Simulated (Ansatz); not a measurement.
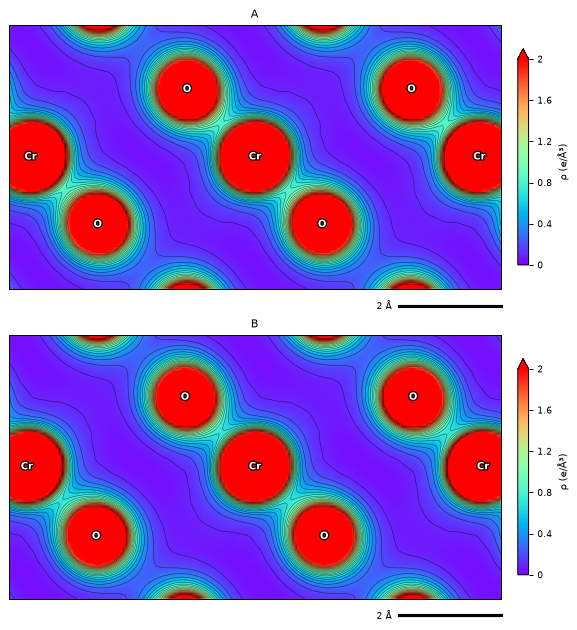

CrO₂. The valence pseudo-density of two cells that differ in size and shape, on the (001) plane of each (indices in the axes of the calculation cell), at one length scale and on one colour scale; one has 9.5 and the other 9.8 Å³ an atom.

Space group P4₂/mnm; spin-polarised.

The calculation used DFT PBEsol, scalar-relativistic, plane waves, PAW (Ansatz 0.2.0).

Core electrons are frozen (PAW), and the valence fields are smoothed inside the atomic spheres.

**Which panel shows the smaller cell, and what does the compression change?**

Panel A is the smaller cell, by 3 % in volume. From the larger cell to the smaller, Cr–O goes from 1.94 to 1.88 Å, and the density at its midpoint from 0.7 to 0.81 e/Å³; the pressure goes from −13 to −6 GPa.
